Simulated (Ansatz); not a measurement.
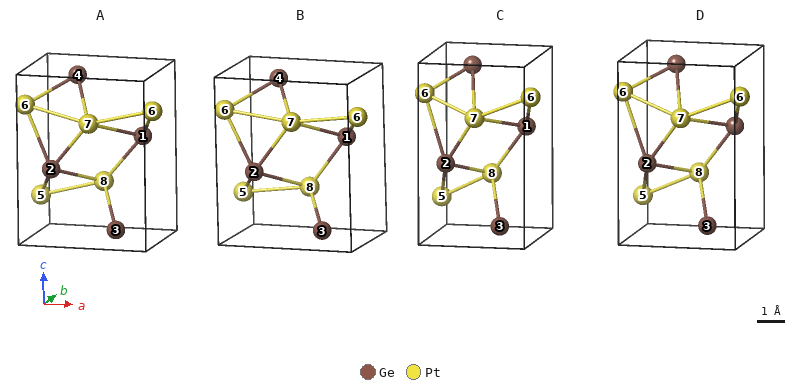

4 geometries from one relaxation of solid GePt (set up in P1), in shuffled order. Style: ball-and-stick. Shown: the cell of the calculation, slightly off an axis.

Case: all atoms moved at random, sigma 0.1 Å for each component, cell strained at random, sigma 0.1; relaxed back.

All numbers below come from DFT PBEsol, scalar-relativistic, plane waves, PAW (Ansatz 0.2.0). Set-up: plane-wave cutoff 420 eV; k-point mesh 6 × 10 × 6; occupations gaussian; smearing width 0.15 eV; no spin polarisation; cell and atoms relaxed; force threshold 0.01 eV/Å; at most 80 steps.

**Put them in the order of the run, from the start to the converged end.**

C, D, A, B. They are steps 0, 2, 4, 13, at +792 meV per atom, +281 meV per atom, +68.7 meV per atom relative to the last. Pt7 moves most relative to the cell: 0.35 Å roughly along [1 3 2]. Largest moves by element: Pt 0.35 Å, Ge 0.21 Å. Cell: a 4.448 → 5.376 Å (+20.9 %), b 3.807 → 3.832 Å (+0.7 %), c 7.071 → 6.502 Å (−8.0 %), α 90.4° → 89.9°, β 86.5° → 90.0°, γ 99.0° → 90.0°. Volume +13.5 %. Some distances before and after: Ge1–Ge2 2.578 → 3.206 Å, Ge3–Ge4 2.763 → 3.215 Å, Ge3–Pt7 3.056 → 2.612 Å, Ge4–Pt8 3.018 → 2.612 Å. Among the angles between lasting bonds that change: Pt5–Ge2–Pt6 125.6° → 103.5°, Pt7–Ge4–Pt8 124.8° → 103.3°, Pt5–Ge1–Pt6 121.5° → 103.5°. Within 0.06 Å the space group is P1 at the start and Pnma at the end; at a tighter tolerance small leftover displacements or strains of the cell lower it. After 11 accepted moves (13 points after the start) the energy has fallen by 792 meV per atom. Largest force component: 3.4 eV/Å at the start, 0.0048 eV/Å at the end. Pressure: 45.35 GPa at the start and 0.01 GPa at the end. The SCF was repeated twice at an unchanged geometry on a basis and grid sized afresh for the cell, which shifted the energy by 26.4 meV per atom at most.
